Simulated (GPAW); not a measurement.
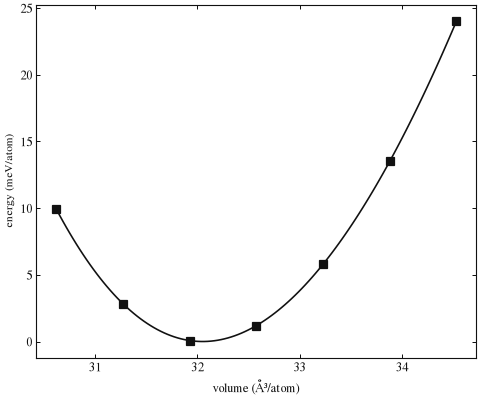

The plot gives the computed energy against volume for BaS, space group Fm-3m (No. 225).

Structure:
```
CELL_PARAMETERS angstrom
0.00000 3.19375 3.19375
3.19375 0.00000 3.19375
3.19375 3.19375 0.00000
ATOMIC_POSITIONS crystal
Ba 0.00000 0.00000 0.00000
S 0.50000 0.50000 0.50000
```

Method: PAW DFT in plane waves, on a grid or in atomic orbitals, no spin polarisation; energies at scaled volumes of the given cell, shape and fractions fixed, counted from the fit's minimum, third-order Birch-Murnaghan fit (GPAW 26.7.0). Level: PBEsol.

- k mesh: 7×7×7
- occupations: Fermi–Dirac
- smearing width: 0.05 eV
- potentials: PAW data sets made by gpaw setup for the functional
- wave cutoff: 600 eV
- program settings: basis pw

This calculation gives: equilibrium volume 32.05 Å³/atom and bulk modulus 45.9 GPa.

Now Ba is replaced by Mg on all its sites, which gives MgS in the same structure. The second calculation uses wave cutoff 800 eV and k mesh 9×9×9. What happens?

The equilibrium volume falls from 32.05 to 17.41 Å³/atom (−46 %) and the bulk modulus rises from 45.9 to 78.5 GPa (+71 %).

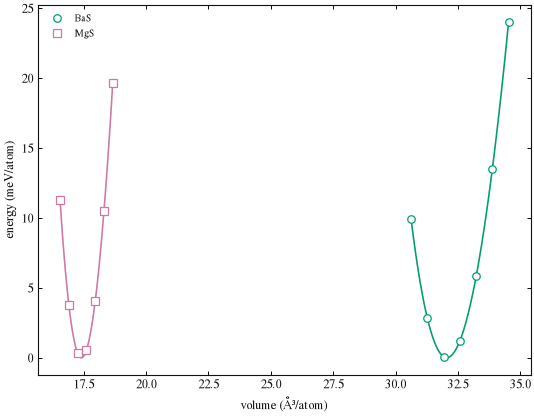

The two results together.

V0 and the bulk modulus come from third-order Birch–Murnaghan fits.
